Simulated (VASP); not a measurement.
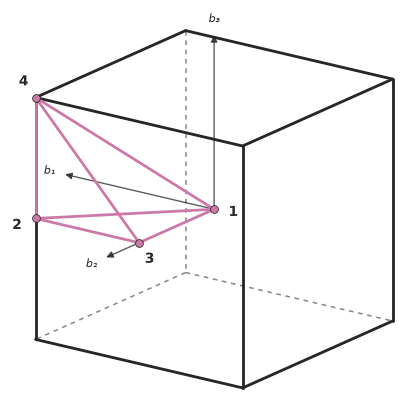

Crystal: BaTiO3, an entry of the Crystallography Open Database, as set up for an electronic-structure calculation. The first Brillouin zone of a simple cubic lattice (cP; extended symbol cP2) is drawn with its special points numbered. The drawing is computed from the coordinates (standard cell, symmetry found to 0.002 Å).

a = 4.006 Å, b = 4.006 Å, c = 4.006 Å, α = 90.00°, β = 90.00°, γ = 90.00°.

Labels and path follow the convention of Hinuma et al. (2017), as computed by seekpath; the arrows show the directions of the reciprocal primitive vectors b₁, b₂, b₃, in which coordinates are given.

Give the label and coordinates of each numbered point.

Answer.
```json
{"no.": "1", "label": "Γ", "coordinates": "(0, 0, 0)"}
{"no.": "2", "label": "M", "coordinates": "(1/2, 1/2, 0)"}
{"no.": "3", "label": "X", "coordinates": "(0, 1/2, 0)"}
{"no.": "4", "label": "R", "coordinates": "(1/2, 1/2, 1/2)"}
```
